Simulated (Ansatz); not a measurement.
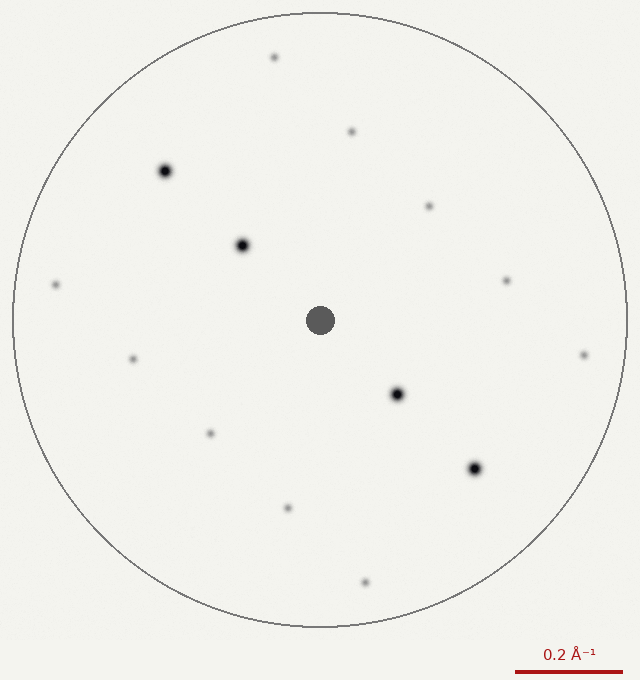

Simulated LEED pattern at 75 eV and normal incidence, from the upper face of a slab model. Spot positions follow from the surface net; brightness is a rough single-scattering estimate from the outer layers, good only for telling present from absent.

Q: Find the real-space surface cell from the pattern.

A: The spots form a rectangular reciprocal net with shortest vectors 0.202 and 0.296 Å⁻¹ at 90.0°. The primitive real-space mesh has edges 3.38 and 4.96 Å at 90.0° (or its supplement) and area 16.7 Å².

The slab has composition AlN (2 atoms a cell, 0.0 Å thick). Structure: the end point of a relaxation with Ansatz, DFT PBE, scalar-relativistic, plane waves, PAW; the starting structure was generated, so it need not be a known form of this composition.
